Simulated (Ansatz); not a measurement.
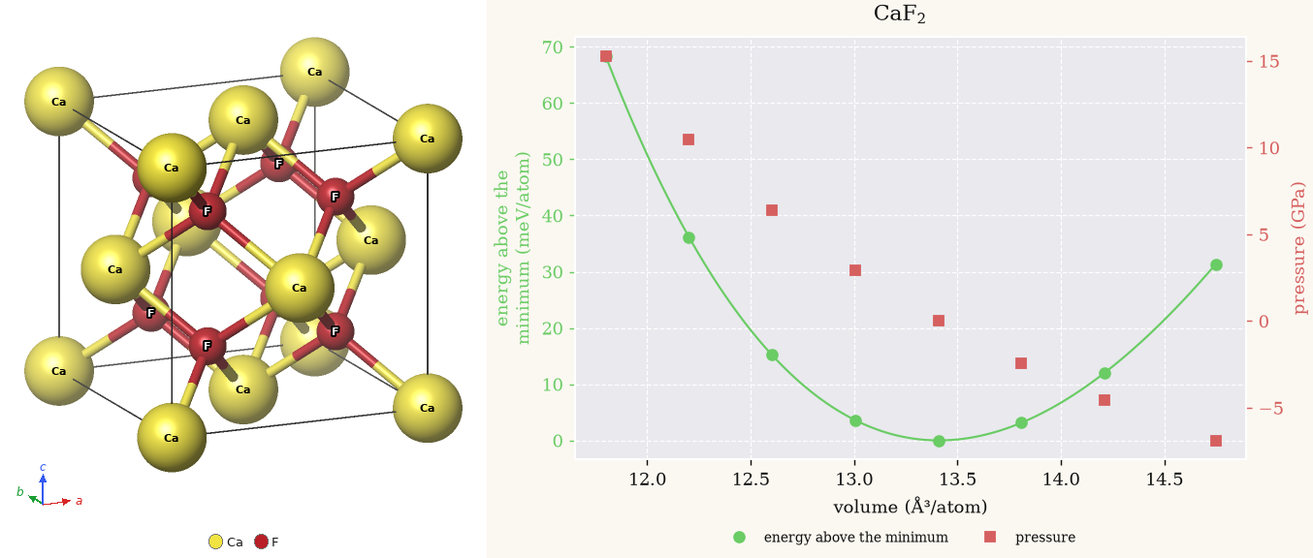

The figure shows the energy above the minimum and pressure against volume for CaF₂, space group Fm-3m (No. 225). The conventional cell is drawn beside the plot.

Cell as given: a = 3.846 Å, b = 3.846 Å, c = 3.846 Å, α = 60.00°, β = 60.00°, γ = 60.00°; 3 atoms.

Method: third-order Birch-Murnaghan fit to density functional energies at scaled volumes of the given relaxed cell, shape and atoms relaxed at each volume; energies count from the fitted minimum; plane waves with PAW datasets, Γ-centred k mesh (Ansatz 0.2.0). Level: r2SCAN, no spin polarisation.

- wave cutoff: 500 eV
- k mesh: 8×8×8
- occupations: Gaussian
- smearing width: 0.02 eV

**What equilibrium volume and bulk modulus follow from the curve?**

A third-order Birch–Murnaghan fit gives V0 = 13.41 Å³/atom, B0 = 89.5 GPa and B′ = 4.5.

**Read off the course of the pressure.**

It falls from 15.29 GPa at volume 11.799 Å³/atom to −6.88 GPa at 14.748 Å³/atom, and changes sign near 13.41 Å³/atom.
